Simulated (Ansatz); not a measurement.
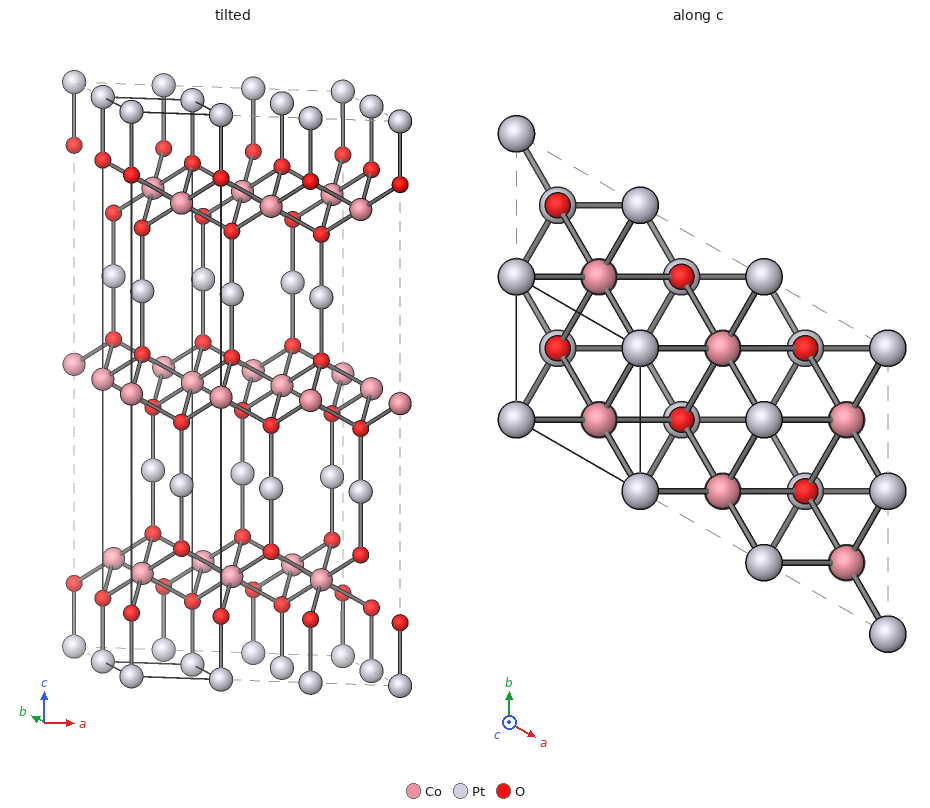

Drawn in the ball-and-stick manner and seen slightly off an axis and along the c axis. The solid box is one conventional unit cell, and 3×2×1 cells are shown. Cell: a = 2.858 Å, b = 2.858 Å, c = 17.900 Å, α = 90.00°, β = 90.00°, γ = 120.00°.

- Chemical formula CoPtO2.
- Symmetry: R-3m (No. 166), rhombohedral (trigonal R) lattice.
- The structure is of the kind named delafossite (3R) type.
- The cell holds 12 atoms (3 Co, 3 Pt, 6 O), Z = 3.
- Each Co atom is coordinated by six O in a distorted octahedral arrangement at about 1.9 Å. The Pt atoms are each bonded to two O in a linear arrangement at about 2.0 Å. The coordination shell of O holds three Co and one Pt in a distorted tetrahedral arrangement (about 1.9 Å to Co, 2.0 Å to Pt). Not all metal-metal contacts are counted.
- The bonds build a three-dimensional framework.

The structure was taken from a structure listed in the Materials Project. Earlier steps of the study may have refined or changed the cell and positions. It went into a calculation with Ansatz.
